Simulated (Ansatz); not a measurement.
**Run report: TaN, geometry relaxation (part 1 of 2)**

System: TaN (R-3m, 6 atoms in the cell).
Method: DFT PBE, scalar-relativistic, plane waves, PAW, no spin polarisation (Ansatz 0.2.0).

The structure was built on a prototype by a generator; it need not be a known phase. Figures and captions count atoms from 1; the log counts them from 0 in places.

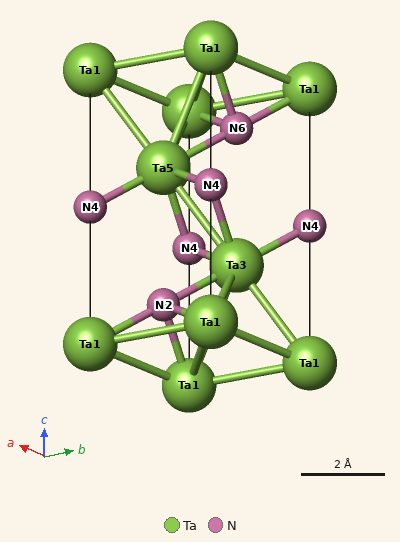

**Figure 1.** The starting structure (ball-and-stick view of the cell of the calculation, seen at an oblique angle; atoms are numbered from 1 in the order of the input). Near neighbours in the crystal (not all of them lie inside the picture): Ta has 6 N at 2.21 Å and 12 Ta at 3.12 to 3.13 Å; N has 6 Ta at 2.21 Å.

The input
```yaml
crystal:
  lattice:
    - [3.1182143036, 2.921e-07, 0.0]
    - [-1.5591074048, 2.7004526553, 0.0]
    - [0.0, 0.0, 7.6801128954]
  atoms:
    - { symbol: Ta, position: [0.0, 0.0, 0.0] }
    - { symbol: "N", position: [0.6666666667, 0.3333333333, 0.1666666667] }
    - { symbol: Ta, position: [0.3333333333, 0.6666666667, 0.3333333333] }
    - { symbol: "N", position: [0.0, 0.0, 0.5] }
    - { symbol: Ta, position: [0.6666666667, 0.3333333333, 0.6666666667] }
    - { symbol: "N", position: [0.3333333333, 0.6666666667, 0.8333333333] }
basis:
  ecutwfc: 420
kpoints:
  mp_grid: { grid: [12, 12, 6] }
hamiltonian:
  xc: pbe
scf:
  occupations: { method: gaussian, width: 0.1 }
output:
  forces: true
  stress: true
  eigenvalues: true
  write_density: true
  write_potential: true
  elf: true
  volumetric_format: npy
relax:
  adjacent_minimum: "off"
  f_tol: 0.005
  max_steps: 80
  cell: { stress_tol: 0.05 }
```

Launch command:
```bash
ansatz run input.yaml --threads 1 --pin off --max-ram 2560MiB --backend cpu --events-out ev --progress --plain --runs-dir out
```

Log
```
Engine: ansatz 0.2.0, aarch64-unknown-linux-gnu
Pseudopotentials: kind: paw
Pseudopotential: Ta, paw, valence charge 13, recommended cutoff 420 eV (normal), Ta.paw.azcp
Pseudopotential: N, paw, valence charge 5, recommended cutoff 420 eV (normal), N.paw.azcp
Functional definition: PBE
  parameter kappa = 0.804
  parameter beta = 0.06672455060314922
  exchange = pbe_x(kappa = kappa, mu = beta*pi^2/3)
  correlation = pbe_c(beta = beta)
Crystal: 6 atoms, lattice volume = 64.671 Å³
Basis set: ecut = 420 eV, 1249 PW (Γ), exchange–correlation on 48×48×108 points (8 copies of the dense FFT grid, shifted against one another)
Bands: 33, of which v1, the nominal top of the filled ones, is band 27 counted from 1 (26 counted from 0)
Symmetry: 36 space group operations
Space group: R-3m (ITA 166), of the structure as read, at distance tolerance 4.0e-5 Å
k-points: 100 of 864
Non-local potential: Ta, projectors of the file, l = 0: 3, l = 1: 2, l = 2: 2, l = 3: 1
Non-local potential: N, projectors of the file, l = 0: 2, l = 1: 2, l = 2: 1
PAW form: soft (Blöchl's): semilocal exchange-correlation on the pseudo side does not see the compensation charge
PAW one-centre angular grid: Ta, 590 points (default); XC on 64 Gauss nodes
PAW one-centre angular grid: N, 110 points (default); XC on 64 Gauss nodes
Initial density: superposition of atomic densities (neutral atoms: chi_scale 0, normalization atom), corrected by the library's trained network
Initial wavefunctions: pseudopotential atomic-orbital guess
Functional: x = pbe(κ = 0.804, μ = 0.2195149727645171), c = pbe(β = 0.06672455060314922)
SCF iter   1: F=—  HF=-30953.754915 eV  |F-HF|=—  |Δ(HF+E_count)|=         —  Δρ=1.75e-3  dr2=8.67e-4  ethr=1.77e-3  ⟨swp⟩=5.2  Hψ=13204  notcnv=0
preconditioner: auto → Kerker (q_TF=auto, 2.648 Å⁻¹)  [metal: Δε(μ)=0.009 eV  Ē_g=9.607 eV  σ=0.100 eV  W_gap=0.05  n_scr=24 (ndim 8)  ℏωp=25.3 eV  f_vac=0.000  D(μ)=2.80/eV (n_scr^D=24)]
SCF iter   2: F=—  HF=-30953.754779 eV  |F-HF|=—  |Δ(HF+E_count)|=   1.36e-4  Δρ=9.85e-4  dr2=1.91e-4  ethr=1.61e-6  ⟨swp⟩=2.0  Hψ=6795  notcnv=0
SCF iter   3: F=—  HF=-30953.755121 eV  |F-HF|=—  |Δ(HF+E_count)|=   3.42e-4  Δρ=3.48e-4  dr2=4.36e-5  ethr=3.53e-7  ⟨swp⟩=2.4  Hψ=4365  notcnv=0
SCF iter   4: F=—  HF=-30953.755186 eV  |F-HF|=—  |Δ(HF+E_count)|=   6.53e-5  Δρ=6.38e-5  dr2=1.84e-6  ethr=8.08e-8  ⟨swp⟩=2.0  Hψ=4602  notcnv=0
iter 5 did not close the SCF: its close was put off for the readings that it lacked (scf_convergence_deferred on its scf_iter line)
SCF iter   5: F=-30953.755187 eV  HF=-30953.755187 eV  |F-HF|=9.86e-10  |Δ(HF+E_count)|=   6.93e-7  Δρ=1.18e-5  dr2=4.94e-8  ethr=3.41e-9  ⟨swp⟩=2.0  Hψ=4707  notcnv=0
SCF iter   6: F=-30953.755187 eV  HF=-30953.755187 eV  |F-HF|=6.15e-10  |Δ(HF+E_count)|=   2.01e-8  Δρ=2.98e-6  dr2=2.71e-9  ethr=9.15e-11  ⟨swp⟩=8.3  Hψ=20495  notcnv=0
SCF 1 converged in 6 iterations: F = -30953.755187 eV  dr2 = 2.71e-9
  greatest PAW one-centre occupation: 0.999 electrons in one spin orbital (limit 2), on the Ta atom at site 4 (counted from 0), in its partial waves of l = 0
relax step   1: F+E_penalty+E_count = -30953.75518710 eV  Δ(F+E_penalty+E_count) = +0.000e0 eV  max|allowed force component| = 2.624e-29 eV/Å  Δτ_max = 0.0000 Å  P = -0.179 GPa  Ω = 64.671 Å³  (6 SCF iters, dr2 threshold 1.00e-7 eV, accepted)
Crystal: 6 atoms, lattice volume = 64.621 Å³
Initial density: handed on by an earlier stage of this run
Initial wavefunctions: those handed on with the density
iter 1 solved again at ethr=1.50e-6 eV; its pass at ethr=3.10e-3 eV (dr2=8.08e-4 eV) is discarded
SCF iter   1: F=—  HF=-30953.757492 eV  |F-HF|=—  |Δ(HF+E_count)|=         —  Δρ=1.19e-3  dr2=9.23e-4  ethr=1.50e-6  ⟨swp⟩=2.8  Hψ=18602  notcnv=0
preconditioner: auto → Kerker (q_TF=auto, 2.648 Å⁻¹)  [metal: Δε(μ)=0.017 eV  Ē_g=9.615 eV  σ=0.100 eV  W_gap=0.09  n_scr=24 (ndim 8)  ℏωp=25.3 eV  f_vac=0.000  D(μ)=2.82/eV (n_scr^D=24)]
SCF iter   2: F=—  HF=-30953.757292 eV  |F-HF|=—  |Δ(HF+E_count)|=   2.00e-4  Δρ=7.04e-4  dr2=3.53e-4  ethr=1.50e-6  ⟨swp⟩=1.1  Hψ=3328  notcnv=0
SCF iter   3: F=—  HF=-30953.757222 eV  |F-HF|=—  |Δ(HF+E_count)|=   7.05e-5  Δρ=1.41e-4  dr2=1.13e-5  ethr=6.53e-7  ⟨swp⟩=2.7  Hψ=5518  notcnv=0
SCF iter   4: F=—  HF=-30953.757219 eV  |F-HF|=—  |Δ(HF+E_count)|=   2.26e-6  Δρ=5.67e-5  dr2=1.25e-6  ethr=2.08e-8  ⟨swp⟩=2.0  Hψ=4742  notcnv=0
SCF iter   5: F=-30953.757219 eV  HF=-30953.757219 eV  |F-HF|=1.15e-8  |Δ(HF+E_count)|=   2.60e-8  Δρ=8.75e-6  dr2=3.03e-8  ethr=1.11e-9  ⟨swp⟩=10.4  Hψ=23100  notcnv=0
the search or the solves at the SCF's close seem to have found levels that the self-consistency loop had missed (the run counts 2). By its estimate they hold under 1e-12 electrons; where the run keeps them, the occupations were computed again with them
SCF 2 converged in 5 iterations: F = -30953.757219 eV  dr2 = 3.03e-8
relax step   2: F+E_penalty+E_count = -30953.75721927 eV  Δ(F+E_penalty+E_count) = -2.032e-3 eV  max|allowed force component| = 3.254e-29 eV/Å  Δτ_max = 0.0000 Å  P = +0.072 GPa  Ω = 64.621 Å³  energy of the carried Pulay correction = +1.610e-4 eV  (5 SCF iters, dr2 threshold 6.00e-7 eV, accepted)
Crystal: 6 atoms, lattice volume = 64.641 Å³
iter 1 solved again at ethr=1.64e-8 eV; its pass at ethr=3.10e-3 eV (dr2=8.88e-6 eV) is discarded
SCF iter   1: F=—  HF=-30953.757127 eV  |F-HF|=—  |Δ(HF+E_count)|=         —  Δρ=1.37e-4  dr2=1.26e-5  ethr=1.64e-8  ⟨swp⟩=3.2  Hψ=17524  notcnv=0
preconditioner: auto → Kerker (q_TF=auto, 2.648 Å⁻¹)  [metal: Δε(μ)=0.006 eV  Ē_g=9.610 eV  σ=0.100 eV  W_gap=0.03  n_scr=24 (ndim 8)  ℏωp=25.3 eV  f_vac=0.000  D(μ)=2.82/eV (n_scr^D=24)]
SCF iter   2: F=—  HF=-30953.757177 eV  |F-HF|=—  |Δ(HF+E_count)|=   5.02e-5  Δρ=7.51e-5  dr2=4.12e-6  ethr=1.64e-8  ⟨swp⟩=2.1  Hψ=4249  notcnv=0
SCF iter   3: F=—  HF=-30953.757176 eV  |F-HF|=—  |Δ(HF+E_count)|=   1.30e-6  Δρ=2.75e-5  dr2=5.48e-7  ethr=7.63e-9  ⟨swp⟩=2.5  Hψ=4687  notcnv=0
SCF iter   4: F=-30953.757176 eV  HF=-30953.757176 eV  |F-HF|=1.07e-9  |Δ(HF+E_count)|=   1.46e-7  Δρ=6.75e-6  dr2=1.60e-8  ethr=5.77e-11  ⟨swp⟩=7.1  Hψ=21657  notcnv=0
SCF 3 converged in 4 iterations: F = -30953.757176 eV  dr2 = 1.60e-8
relax step   3: F+E_penalty+E_count = -30953.75717578 eV  Δ(F+E_penalty+E_count) = +4.350e-5 eV  max|allowed force component| = 9.978e-29 eV/Å  Δτ_max = 0.0000 Å  P = -0.034 GPa  Ω = 64.641 Å³  energy of the carried Pulay correction = +9.890e-5 eV  (4 SCF iters, dr2 threshold 3.11e-8 eV, accepted)
Initial wavefunctions: pseudopotential atomic-orbital guess (no wavefunctions were taken with the density)
iter 1 solved again at ethr=2.30e-8 eV; its pass at ethr=3.10e-3 eV (dr2=1.24e-5 eV) is discarded
SCF iter   1: F=—  HF=-30953.757092 eV  |F-HF|=—  |Δ(HF+E_count)|=         —  Δρ=4.54e-5  dr2=1.35e-7  ethr=2.30e-8  ⟨swp⟩=3.7  Hψ=23407  notcnv=0
preconditioner: auto → Kerker (q_TF=auto, 2.648 Å⁻¹)  [metal: Δε(μ)=0.007 eV  Ē_g=9.610 eV  σ=0.100 eV  W_gap=0.04  n_scr=24 (ndim 8)  ℏωp=25.3 eV  f_vac=0.000  D(μ)=2.82/eV (n_scr^D=24)]
SCF iter   2: F=—  HF=-30953.757147 eV  |F-HF|=—  |Δ(HF+E_count)|=   5.44e-5  Δρ=2.46e-5  dr2=4.16e-8  ethr=2.50e-10  ⟨swp⟩=2.1  Hψ=4910  notcnv=0
SCF iter   3: F=—  HF=-30953.757147 eV  |F-HF|=—  |Δ(HF+E_count)|=   1.61e-7  Δρ=8.75e-7  dr2=3.30e-10  ethr=7.70e-11  ⟨swp⟩=2.0  Hψ=4802  notcnv=0
SCF iter   4: F=—  HF=-30953.757147 eV  |F-HF|=—  |Δ(HF+E_count)|=  2.91e-11  Δρ=3.12e-7  dr2=6.90e-11  ethr=1.00e-12  ⟨swp⟩=7.0  Hψ=16621  notcnv=0
SCF iter   5: F=-30953.757147 eV  HF=-30953.757147 eV  |F-HF|=3.64e-12  |Δ(HF+E_count)|=  2.55e-11  Δρ=1.19e-7  dr2=8.93e-12  ethr=1.00e-12  ⟨swp⟩=6.0  Hψ=14226  notcnv=0
SCF 4 converged in 5 iterations: F = -30953.757147 eV  dr2 = 8.93e-12
relax step   4: F+E_penalty+E_count = -30953.75714695 eV  Δ(F+E_penalty+E_count) = +2.883e-5 eV  max|allowed force component| = 4.070e-29 eV/Å  Δτ_max = 0.0000 Å  P = -0.034 GPa  Ω = 64.641 Å³  stress off target by 7.50e-2 GPa  SCF on the basis re-selected at this cell (its energy is not comparable with the rows above)  (5 SCF iters)
basis re-selected at this cell: Δ(F+E_penalty+E_count) = +2.883e-5 eV, ΔP = -0.000 GPa vs the last step (what re-selecting the basis moved, of the pressure what is left beyond the Pulay correction that the steps carried, after the strain that the cell walked since its last selection, with what the two solves' SCF thresholds leave and, on support functions, any second-order correction that the steps lacked; it is no measure of the basis error at this ecutwfc). This SCF's stress stands 7.50e-2 GPa from its target on what of the cell is left free (relax.cell.stress_tol is 5.00e-2 GPa) and its largest allowed force component is 4.07e-29 eV/Å (relax.f_tol is 5.00e-3 eV/Å): not within both, so this SCF does not close the relaxation
Crystal: 6 atoms, lattice volume = 64.634 Å³
iter 1 solved again at ethr=3.57e-9 eV; its pass at ethr=3.10e-3 eV (dr2=1.93e-6 eV) is discarded
SCF iter   1: F=—  HF=-30953.757123 eV  |F-HF|=—  |Δ(HF+E_count)|=         —  Δρ=6.74e-5  dr2=2.95e-6  ethr=3.57e-9  ⟨swp⟩=3.2  Hψ=17626  notcnv=0
preconditioner: auto → Kerker (q_TF=auto, 2.648 Å⁻¹)  [metal: Δε(μ)=0.006 eV  Ē_g=9.611 eV  σ=0.100 eV  W_gap=0.03  n_scr=24 (ndim 8)  ℏωp=25.3 eV  f_vac=0.000  D(μ)=2.82/eV (n_scr^D=24)]
SCF iter   2: F=—  HF=-30953.757176 eV  |F-HF|=—  |Δ(HF+E_count)|=   5.25e-5  Δρ=3.88e-5  dr2=1.07e-6  ethr=3.57e-9  ⟨swp⟩=2.2  Hψ=4463  notcnv=0
SCF iter   3: F=—  HF=-30953.757175 eV  |F-HF|=—  |Δ(HF+E_count)|=   3.51e-7  Δρ=1.07e-5  dr2=7.56e-8  ethr=1.98e-9  ⟨swp⟩=2.5  Hψ=5096  notcnv=0
SCF iter   4: F=-30953.757175 eV  HF=-30953.757175 eV  |F-HF|=3.57e-10  |Δ(HF+E_count)|=   1.85e-8  Δρ=3.45e-6  dr2=4.16e-9  ethr=2.60e-11  ⟨swp⟩=8.2  Hψ=19065  notcnv=0
SCF 5 converged in 4 iterations: F = -30953.757175 eV  dr2 = 4.16e-9
relax step   5: F+E_penalty+E_count = -30953.75717518 eV  Δ(F+E_penalty+E_count) = -2.823e-5 eV  max|allowed force component| = 3.377e-29 eV/Å  Δτ_max = 0.0000 Å  P = +0.005 GPa  Ω = 64.634 Å³  energy of the carried Pulay correction = +2.317e-5 eV  (4 SCF iters, dr2 threshold 1.41e-8 eV, accepted)
iter 1 solved again at ethr=2.33e-8 eV; its pass at ethr=3.10e-3 eV (dr2=1.26e-5 eV) is discarded
SCF iter   1: F=—  HF=-30953.757084 eV  |F-HF|=—  |Δ(HF+E_count)|=         —  Δρ=4.36e-6  dr2=4.38e-9  ethr=2.33e-8  ⟨swp⟩=3.7  Hψ=23336  notcnv=0
SCF iter   2: F=—  HF=-30953.757138 eV  |F-HF|=—  |Δ(HF+E_count)|=   5.43e-5  Δρ=2.77e-6  dr2=2.00e-9  ethr=8.12e-12  ⟨swp⟩=3.0  Hψ=6826  notcnv=0
SCF iter   3: F=—  HF=-30953.757138 eV  |F-HF|=—  |Δ(HF+E_count)|=  4.55e-10  Δρ=5.71e-7  dr2=1.30e-10  ethr=3.70e-12  ⟨swp⟩=2.0  Hψ=5471  notcnv=0
SCF iter   4: F=-30953.757138 eV  HF=-30953.757138 eV  |F-HF|=0.00e0  |Δ(HF+E_count)|=  1.46e-11  Δρ=2.83e-7  dr2=2.63e-11  ethr=1.00e-12  ⟨swp⟩=7.0  Hψ=15051  notcnv=0
SCF 6 converged in 4 iterations: F = -30953.757138 eV  dr2 = 2.63e-11
relax step   6: F+E_penalty+E_count = -30953.75713833 eV  Δ(F+E_penalty+E_count) = +3.685e-5 eV  max|allowed force component| = 5.826e-29 eV/Å  Δτ_max = 0.0000 Å  P = +0.004 GPa  Ω = 64.634 Å³  stress off target by 4.51e-3 GPa  SCF on the basis re-selected at this cell (its energy is not comparable with the rows above)  (4 SCF iters)
```

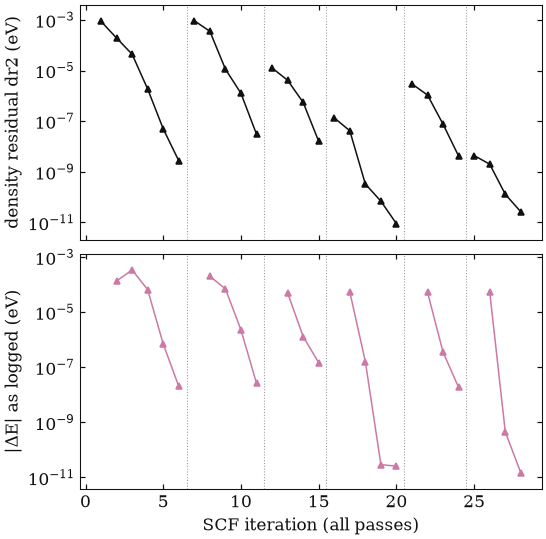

**Figure 2.** Convergence of the self-consistent field: density residual dr2 and size of the energy change against the SCF iteration. The dotted lines part the SCF passes of the relaxation: geometry steps, rejected trials and re-solves on a re-selected basis. The 6 passes take 4 to 6 iterations each, 28 in all.

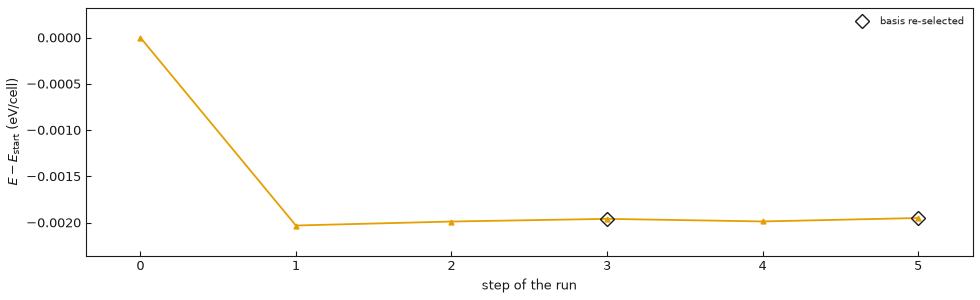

**Figure 3.** Progress of the relaxation, step by step (the first geometry is step 0 here and step 1 in the log).
